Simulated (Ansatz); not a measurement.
# Run report: Al, geometry relaxation (part 1 of 2)

System: Al (defect cell, 19 atoms in the cell).
Method: DFT PBEsol, scalar-relativistic, plane waves, PAW, no spin polarisation (Ansatz 0.2.0).

The structure derives from an entry of the Crystallography Open Database. It belongs to a series of runs on one base structure; here: atom 1 (Al) set half-way to the vacancy, atoms relaxed in the symmetry of that start.

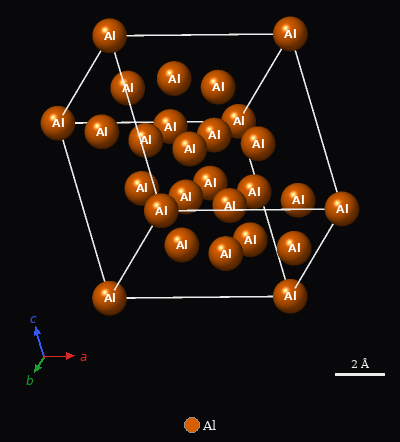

**Figure 1.** The starting structure (spheres-only view of the cell of the calculation, seen at an oblique angle).

### Key numbers

```csv
quantity,value
outcome,converged
electrons treated,57
free energy,−9964.9736 eV
Fermi energy,7.438 eV
gap on the k-point mesh,none (metallic)
pressure,−0.42 GPa
final volume,323.75 Å³
largest force (length of the vector) at the end,0.004 eV/Å
hardware,"4 threads of Arm Neoverse V1, 24 GiB of memory available, shared host"
wall time,31 s (CPU time 2 min)
peak memory,0.92 GiB
```

### Notes

The program warns: the SCF threshold is looser than advised for the printed stress.

### Input file
```yaml
crystal:
  lattice:
    - [6.0233342682, 2.0077780894, 4.0155561788]
    - [-6.0233342682, -2.0077780894, 4.0155561788]
    - [2.0077780894, -6.0233342682, -4.0155561788]
  atoms:
    - { symbol: Al, position: [0.1, 0.2, 0.8] }
    - { symbol: Al, position: [0.6, 0.2, 0.8] }
    - { symbol: Al, position: [0.1, 0.7, 0.8] }
    - { symbol: Al, position: [0.2, 0.4, 0.6] }
    - { symbol: Al, position: [0.3, 0.1, 0.4] }
    - { symbol: Al, position: [0.55, 0.85, 0.9] }
    - { symbol: Al, position: [0.65, 0.55, 0.7] }
    - { symbol: Al, position: [0.75, 0.25, 0.5] }
    - { symbol: Al, position: [0.0, 0.0, 0.0] }
    - { symbol: Al, position: [0.25, 0.75, 0.5] }
    - { symbol: Al, position: [0.35, 0.45, 0.3] }
    - { symbol: Al, position: [0.45, 0.15, 0.1] }
    - { symbol: Al, position: [0.7, 0.9, 0.6] }
    - { symbol: Al, position: [0.8, 0.6, 0.4] }
    - { symbol: Al, position: [0.9, 0.3, 0.2] }
    - { symbol: Al, position: [0.4, 0.8, 0.2] }
    - { symbol: Al, position: [0.5, 0.5, 1.0] }
    - { symbol: Al, position: [0.85, 0.95, 0.3] }
    - { symbol: Al, position: [0.95, 0.65, 0.1] }
basis:
  ecutwfc: 420
kpoints:
  mp_grid: { grid: [4, 4, 4] }
hamiltonian:
  xc: pbesol
scf:
  occupations: { method: gaussian, width: 0.1 }
output:
  forces: true
  stress: true
  eigenvalues: true
  write_density: true
  write_potential: true
  elf: true
  volumetric_format: npy
relax:
  adjacent_minimum: "off"
  f_tol: 0.02
  max_steps: 60
  escape_saddle: false
```

Run as:
```bash
ansatz run input.yaml --threads 4 --pin off --max-ram 9216MiB --backend cpu --events-out ev --progress --plain --runs-dir out
```

### Log
```
Warning: output.stress: scf.convergence.dr2_threshold = 1e-7 eV (the SCF's general default) is looser than the 1.9e-9 eV advised for a printed stress (1e-10 eV for each atom of the cell: 19). What an SCF threshold leaves in a stress goes as its square root, and in the free energy as the threshold itself, and one threshold admits the most on a small cell: of the crystals measured, under no hybrid functional and no lock of the moments, on runs that ended without the residual-converged pass, on stresses that held no estimate of that error, the worst erred by over 100 MPa in a component at 1e-7 eV an atom and by under 5 at 1e-10. Every solve of this run answers to scf.convergence.dr2_threshold, and the tensor of one is reported: a single SCF on the reported geometry and on this run's grids (its basis.xc_grid and basis.ecutrho_ratio typed), with scf.convergence.dr2_threshold at 1.9e-9 eV or tighter, prints it and tightens no other solve. Else set scf.convergence.dr2_threshold to 1.9e-9 eV or tighter. The threshold is an SCF's pass mark: one that does not reach it within its budget of iterations ends unconverged, or closes short of it on a stop that the run arms, and scf.convergence.dr2_threshold's page says what that costs each kind of run
Engine: ansatz 0.2.0, aarch64-unknown-linux-gnu
Pseudopotentials: kind: paw
Pseudopotential: Al, paw, valence charge 3, recommended cutoff 420 eV (normal), Al.paw.azcp
Functional definition: PBEsol
  exchange = pbesol_x
  correlation = pbesol_c
Crystal: 19 atoms, lattice volume = 323.748 Å³
Basis set: ecut = 420 eV, 6353 PW (Γ), exchange–correlation on 108×108×108 points (8 copies of the dense FFT grid, shifted against one another)
Bands: 48, of which v1, the nominal top of the filled ones, is band 29 counted from 1 (28 counted from 0)
Symmetry: 4 space group operations
Space group: C2/m (ITA 12), of the structure as read, at distance tolerance 6.9e-5 Å
k-points: 24 of 64
Non-local potential: Al, projectors of the file, l = 0: 2, l = 1: 2, l = 2: 1
PAW form: soft (Blöchl's): semilocal exchange-correlation on the pseudo side does not see the compensation charge
PAW frozen core: Al, regenerated for the run's functional, and the local potential with it (the file was generated under x = pbe(κ = 0.804, μ = 0.2195149727645171), c = pbe(β = 0.06672455060314922))
PAW one-centre angular grid: Al, 110 points (default); XC on 64 Gauss nodes
Initial density: superposition of atomic densities (neutral atoms: chi_scale 0, normalization atom), corrected by the library's trained network
Initial wavefunctions: pseudopotential atomic-orbital guess
Functional: x = pbesol(κ = 0.804, μ = 0.12345679012345678), c = pbesol(β = 0.046)
SCF iter   1: F=—  HF=-9964.576942 eV  |F-HF|=—  |Δ(HF+E_count)|=         —  Δρ=1.24e-3  dr2=1.22e-2  ethr=1.77e-3  ⟨swp⟩=7.8  Hψ=6030  notcnv=0  defer=18
preconditioner: auto → Kerker (q_TF=auto, 2.043 Å⁻¹)  [metal: Δε(μ)=0.008 eV  Ē_g=6.685 eV  σ=0.100 eV  W_gap=0.04  n_scr=46 (ndim 8)  ℏωp=15.6 eV  f_vac=0.000  D(μ)=8.91/eV (n_scr^D=62)]
SCF iter   2: F=—  HF=-9964.576208 eV  |F-HF|=—  |Δ(HF+E_count)|=   7.34e-4  Δρ=7.76e-4  dr2=4.45e-3  ethr=2.14e-5  ⟨swp⟩=1.8  Hψ=1698  notcnv=0  defer=20
SCF iter   3: F=—  HF=-9964.575503 eV  |F-HF|=—  |Δ(HF+E_count)|=   7.05e-4  Δρ=9.46e-5  dr2=6.81e-5  ethr=7.81e-6  ⟨swp⟩=2.6  Hψ=1408  notcnv=0  defer=20
iter 4 did not close the SCF: its close was put off for the readings that it lacked (scf_convergence_deferred on its scf_iter line)
SCF iter   4: F=-9964.575492 eV  HF=-9964.575495 eV  |F-HF|=3.39e-6  |Δ(HF+E_count)|=   8.16e-6  Δρ=3.70e-5  dr2=9.90e-6  ethr=1.19e-7  ⟨swp⟩=2.6  Hψ=1598  notcnv=0  defer=20
iter 5 did not close the SCF: its close was put off for the readings that it lacked (scf_convergence_deferred on its scf_iter line)
SCF iter   5: F=-9964.575494 eV  HF=-9964.575494 eV  |F-HF|=5.37e-8  |Δ(HF+E_count)|=   1.28e-6  Δρ=7.27e-6  dr2=2.75e-7  ethr=1.74e-8  ⟨swp⟩=2.5  Hψ=1449  notcnv=0  defer=20
SCF iter   6: F=-9964.575494 eV  HF=-9964.575494 eV  |F-HF|=2.06e-9  |Δ(HF+E_count)|=   2.02e-8  Δρ=1.42e-6  dr2=8.51e-9  ethr=4.82e-10  ⟨swp⟩=14.5  Hψ=8036  notcnv=0
SCF 1 converged in 6 iterations: F = -9964.575494 eV  dr2 = 8.51e-9
  greatest PAW one-centre occupation: 0.494 electrons in one spin orbital (limit 2), on the Al atom at site 0 (counted from 0), in its partial waves of l = 0
relax step   1: F+E_penalty+E_count = -9964.57549392 eV  Δ(F+E_penalty+E_count) = +0.000e0 eV  max|allowed force component| = 8.320e-1 eV/Å  Δτ_max = 0.0000 Å  (6 SCF iters, dr2 threshold 1.00e-5 eV, accepted)
Initial density: handed on by an earlier stage of this run
Initial wavefunctions: those handed on with the density
iter 1 solved again at ethr=2.76e-4 eV; its pass at ethr=3.10e-3 eV (dr2=1.57e-1 eV) is discarded
SCF iter   1: F=—  HF=-9964.963614 eV  |F-HF|=—  |Δ(HF+E_count)|=         —  Δρ=3.86e-3  dr2=1.55e-1  ethr=2.76e-4  ⟨swp⟩=1.0  Hψ=4588  notcnv=0  defer=247
preconditioner: auto → Kerker (q_TF=auto, 2.043 Å⁻¹)  [metal: Δε(μ)=0.009 eV  Ē_g=6.680 eV  σ=0.100 eV  W_gap=0.05  n_scr=46 (ndim 8)  ℏωp=15.6 eV  f_vac=0.000  D(μ)=7.87/eV (n_scr^D=46)]
SCF iter   2: F=—  HF=-9964.937142 eV  |F-HF|=—  |Δ(HF+E_count)|=   2.65e-2  Δρ=2.16e-3  dr2=4.40e-2  ethr=2.72e-4  ⟨swp⟩=1.0  Hψ=903  notcnv=0  defer=247
SCF iter   3: F=—  HF=-9964.927192 eV  |F-HF|=—  |Δ(HF+E_count)|=   9.95e-3  Δρ=2.47e-4  dr2=2.32e-4  ethr=7.73e-5  ⟨swp⟩=2.3  Hψ=1358  notcnv=0  defer=247
SCF iter   4: F=—  HF=-9964.927158 eV  |F-HF|=—  |Δ(HF+E_count)|=   3.40e-5  Δρ=3.94e-5  dr2=7.09e-6  ethr=7.59e-8  ⟨swp⟩=17.3  Hψ=10329  notcnv=0
SCF iter   5: F=-9964.927156 eV  HF=-9964.927157 eV  |F-HF|=2.15e-7  |Δ(HF+E_count)|=   1.52e-6  Δρ=7.88e-6  dr2=4.74e-7  ethr=1.24e-8  ⟨swp⟩=7.1  Hψ=6522  notcnv=0
SCF 2 converged in 5 iterations: F = -9964.927156 eV  dr2 = 4.74e-7
  greatest PAW one-centre occupation: 0.483 electrons in one spin orbital (limit 2), on the Al atom at site 0 (counted from 0), in its partial waves of l = 0
relax step   2: F+E_penalty+E_count = -9964.92715628 eV  Δ(F+E_penalty+E_count) = -3.517e-1 eV  max|allowed force component| = 2.032e-1 eV/Å  Δτ_max = 0.1086 Å  (5 SCF iters, dr2 threshold 4.33e-5 eV, accepted)
SCF iter   1: F=—  HF=-9964.980798 eV  |F-HF|=—  |Δ(HF+E_count)|=         —  Δρ=3.00e-3  dr2=5.41e-2  ethr=2.91e-3  ⟨swp⟩=3.2  Hψ=3250  notcnv=0  defer=244
preconditioner: auto → Kerker (q_TF=auto, 2.043 Å⁻¹)  [metal: Δε(μ)=0.015 eV  Ē_g=6.673 eV  σ=0.100 eV  W_gap=0.08  n_scr=46 (ndim 8)  ℏωp=15.6 eV  f_vac=0.000  D(μ)=7.85/eV (n_scr^D=46)]
SCF iter   2: F=—  HF=-9964.971376 eV  |F-HF|=—  |Δ(HF+E_count)|=   9.42e-3  Δρ=1.79e-3  dr2=1.63e-2  ethr=9.49e-5  ⟨swp⟩=1.0  Hψ=1345  notcnv=0  defer=247
SCF iter   3: F=—  HF=-9964.967525 eV  |F-HF|=—  |Δ(HF+E_count)|=   3.85e-3  Δρ=2.00e-4  dr2=1.59e-4  ethr=2.86e-5  ⟨swp⟩=2.8  Hψ=1537  notcnv=0  defer=247
SCF iter   4: F=—  HF=-9964.967472 eV  |F-HF|=—  |Δ(HF+E_count)|=   5.29e-5  Δρ=3.40e-5  dr2=5.89e-6  ethr=2.79e-7  ⟨swp⟩=2.3  Hψ=1584  notcnv=0  defer=247
SCF iter   5: F=-9964.967470 eV  HF=-9964.967471 eV  |F-HF|=1.73e-7  |Δ(HF+E_count)|=   1.02e-6  Δρ=7.82e-6  dr2=4.24e-7  ethr=4.53e-9  ⟨swp⟩=16.9  Hψ=8766  notcnv=0
SCF 3 converged in 5 iterations: F = -9964.967470 eV  dr2 = 4.24e-7
  greatest PAW one-centre occupation: 0.477 electrons in one spin orbital (limit 2), on the Al atom at site 0 (counted from 0), in its partial waves of l = 0
relax step   3: F+E_penalty+E_count = -9964.96747046 eV  Δ(F+E_penalty+E_count) = -4.031e-2 eV  max|allowed force component| = 6.249e-2 eV/Å  Δτ_max = 0.1342 Å  (5 SCF iters, dr2 threshold 2.58e-6 eV, accepted)
SCF iter   1: F=—  HF=-9964.974379 eV  |F-HF|=—  |Δ(HF+E_count)|=         —  Δρ=8.09e-4  dr2=3.16e-3  ethr=7.61e-5  ⟨swp⟩=2.1  Hψ=2439  notcnv=0  defer=252
preconditioner: auto → Kerker (q_TF=auto, 2.043 Å⁻¹)  [metal: Δε(μ)=0.024 eV  Ē_g=6.677 eV  σ=0.100 eV  W_gap=0.14  n_scr=46 (ndim 8)  ℏωp=15.6 eV  f_vac=0.000  D(μ)=8.00/eV (n_scr^D=54)]
SCF iter   2: F=—  HF=-9964.973864 eV  |F-HF|=—  |Δ(HF+E_count)|=   5.15e-4  Δρ=4.96e-4  dr2=1.17e-3  ethr=5.54e-6  ⟨swp⟩=1.0  Hψ=1344  notcnv=0  defer=252
SCF iter   3: F=—  HF=-9964.973575 eV  |F-HF|=—  |Δ(HF+E_count)|=   2.89e-4  Δρ=3.93e-5  dr2=1.50e-5  ethr=2.05e-6  ⟨swp⟩=2.9  Hψ=1618  notcnv=0  defer=252
SCF iter   4: F=—  HF=-9964.973552 eV  |F-HF|=—  |Δ(HF+E_count)|=   2.26e-5  Δρ=1.14e-5  dr2=5.97e-7  ethr=2.63e-8  ⟨swp⟩=2.1  Hψ=1304  notcnv=0  defer=252
SCF iter   5: F=-9964.973552 eV  HF=-9964.973552 eV  |F-HF|=1.37e-8  |Δ(HF+E_count)|=   1.37e-7  Δρ=2.48e-6  dr2=3.76e-8  ethr=1.75e-10  ⟨swp⟩=15.8  Hψ=8032  notcnv=0
SCF 4 converged in 5 iterations: F = -9964.973552 eV  dr2 = 3.76e-8
  greatest PAW one-centre occupation: 0.479 electrons in one spin orbital (limit 2), on the Al atom at site 0 (counted from 0), in its partial waves of l = 0
relax step   4: F+E_penalty+E_count = -9964.97355225 eV  Δ(F+E_penalty+E_count) = -6.082e-3 eV  max|allowed force component| = 3.930e-3 eV/Å  Δτ_max = 0.0426 Å  (5 SCF iters, accepted)
```

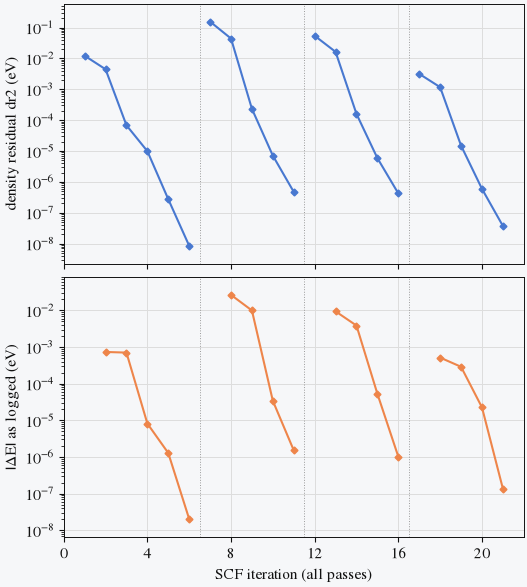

**Figure 2.** Convergence of the self-consistent field: density residual dr2 and size of the energy change against the SCF iteration. The dotted lines part the SCF passes of the relaxation: geometry steps, rejected trials and re-solves on a re-selected basis. The passes take 6, 5, 5 and 5 iterations.

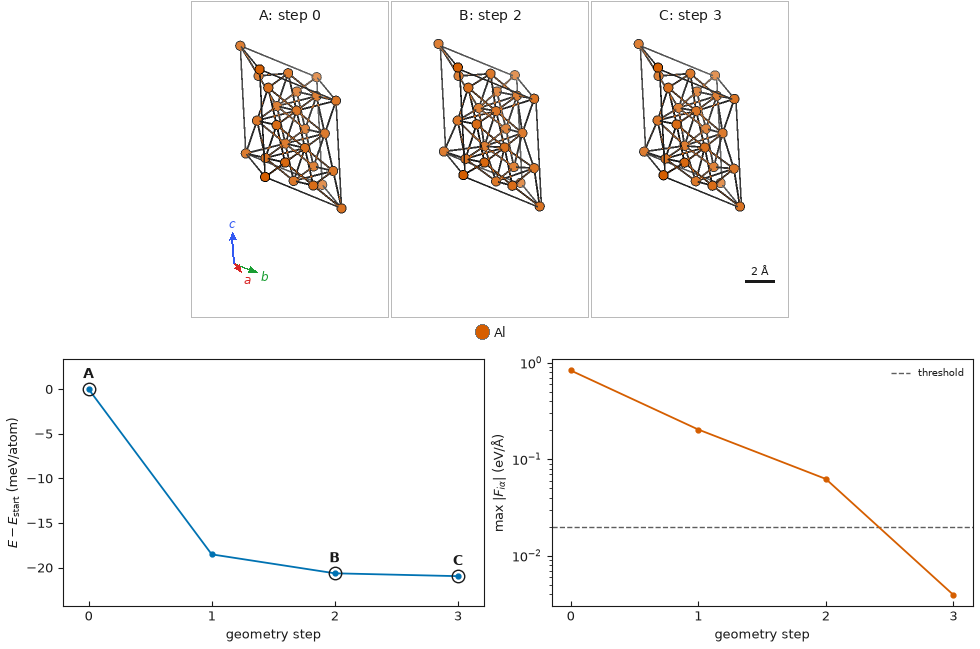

**Figure 3.** Frames of the relaxation (ball-and-stick view of the cell of the calculation, seen slightly off an axis) above the curves, on which the letters mark them (the first geometry is step 0 here and step 1 in the log).

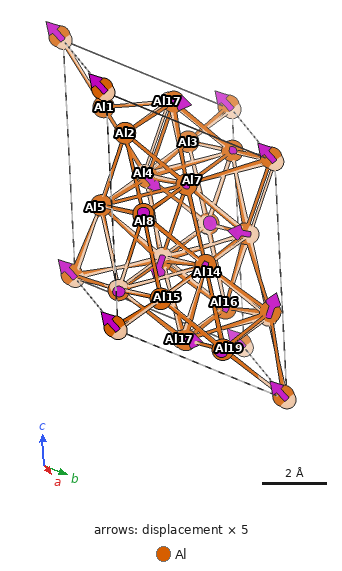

**Figure 4.** Start (faint) and end (solid) with the displacements as pink arrows, magnified 5 times (ball-and-stick view of the cell of the calculation, seen slightly off an axis). The energy falls by 21.0 meV per atom in 3 geometry steps. Largest force component: 0.83 eV/Å at the start, 0.0039 eV/Å at the end. The largest moves, 0.20 Å, are those of Al11 and Al18. The lattice vectors keep their values. Distances before and after: Al6–Al18 2.839 → 3.030 Å, Al1–Al11 3.175 → 3.001 Å, Al8–Al12 2.839 → 3.012 Å, Al1–Al13 2.459 → 2.621 Å. (Atoms are counted from 1 in the order of the input.)

```
SCF converged after 5 iterations
Free energy (F): -9964.973552 eV
Harris-Foulkes:  -9964.973552 eV  (|F-HF|=1.37e-8)
Internal energy: -9964.933644 eV  (E = F + TS)
E sigma→0 (E₀):  -9964.953598 eV
Entropy (-TS):   -0.039908 eV (-2.100 meV/atom)
Fermi energy:    7.438489 eV
--- Per-component energies (eV) ---
  E_band       = 178.627177
  E_kinetic    = 431.290748
  E_local      = 146.563862  (includes V_loc(G=0)·N_el)
  E_nonlocal   = 199.135602
  E_hartree    = 11.038475
  E_xc         = -746.612103
  E_vxc        = -551.258244  (∫ρ·V_xc dr)
  E_paw        = -8640.012414  (= ΣΔE_a)
  E_vpaw       = -69.180912  (= ΣTr[D̂ρ^β])
  E_aug_tail   = -0.000046  (compensation charges beyond the density's cutoff)
  E_ewald      = -1366.701410
  E_core_change = 0.363642  (= ΣΔE_core)
  E_smearing   = -0.039908  (= −TS)
  E_closure    = 0.000000  (closes the sum)
  Σ components = -9964.973552   (vs F -9964.973552, Δ=0.00e0)
--- Forces (eV/Å), atoms counted from 1 ---
  atom   1  Al     0.00000000     0.00000000    -0.00000000
  atom   2  Al     0.00000000     0.00000000    -0.00000000
  atom   3  Al     0.00000000     0.00000000    -0.00000000
  atom   4  Al     0.00302341     0.00139671     0.00041771
  atom   5  Al     0.00265863     0.00158335    -0.00274127
  atom   6  Al    -0.00224499    -0.00153976     0.00000000
  atom   7  Al     0.00224499     0.00153976    -0.00000000
  atom   8  Al     0.00210335    -0.00020851    -0.00000000
  atom   9  Al    -0.00302341    -0.00139671    -0.00041771
  atom  10  Al     0.00083574     0.00392960     0.00000000
  atom  11  Al     0.00218781     0.00050961     0.00000000
  atom  12  Al    -0.00210335     0.00020851     0.00000000
  atom  13  Al     0.00302341     0.00139671    -0.00041771
  atom  14  Al     0.00265863     0.00158335     0.00274127
  atom  15  Al    -0.00265863    -0.00158335     0.00274127
  atom  16  Al    -0.00265863    -0.00158335    -0.00274127
  atom  17  Al    -0.00302341    -0.00139671     0.00041771
  atom  18  Al    -0.00218781    -0.00050961    -0.00000000
  atom  19  Al    -0.00083574    -0.00392960    -0.00000000
  max |Σ_I F_I| component: 8.67e-19 eV/Å
--- Stress (GPa, compression-positive) ---
       -1.013950      -0.520472       0.000000
       -0.520472      -1.601582       0.000000
        0.000000       0.000000       1.369340
  P = ⅓ Tr σ = -0.4154 GPa (-4.154 kbar)
```
